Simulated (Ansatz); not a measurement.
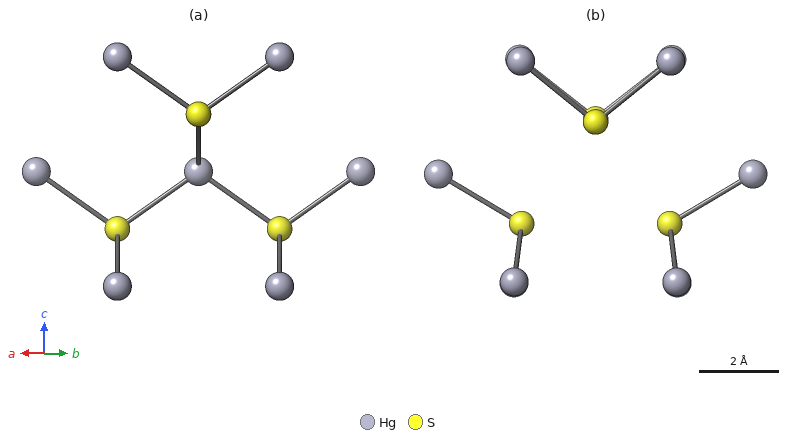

Left: perfect HgS. Right: the same region with one point defect, after relaxing the atoms in a supercell of 64 sites. A ball-and-stick model of the atoms within 4.6 Å of one point, in a slice 5.0 Å thick across the line of sight, seen along [110].

Level of theory: DFT, PBEsol, PAW, plane waves (Ansatz). Set-up: plane-wave cutoff 420 eV; k-point mesh 1 × 1 × 1; mesh shifted by (0.25, 0.25, 0.25); no spin polarisation. Fermi-Dirac smearing of 0.01 eV. A uniform background neutralises the charged cell. The axes drawn are those of the host's conventional cell.

Q: What kind of defect was made?

A: A mercury atom is taken out (a vacancy).

The charge state of the cell is −2.

Q: How does the lattice respond?

A: Around the empty Hg site the host had 4 S at 2.54 Å; after relaxation the nearest atoms are 4 S at 2.20 to 2.32 Å. Of the host's atoms, a sulfur atom moves furthest from its site, by 0.35 Å.

Limits of the set-up: the cell is charged, on a uniform background, and energies carry no finite-size correction.
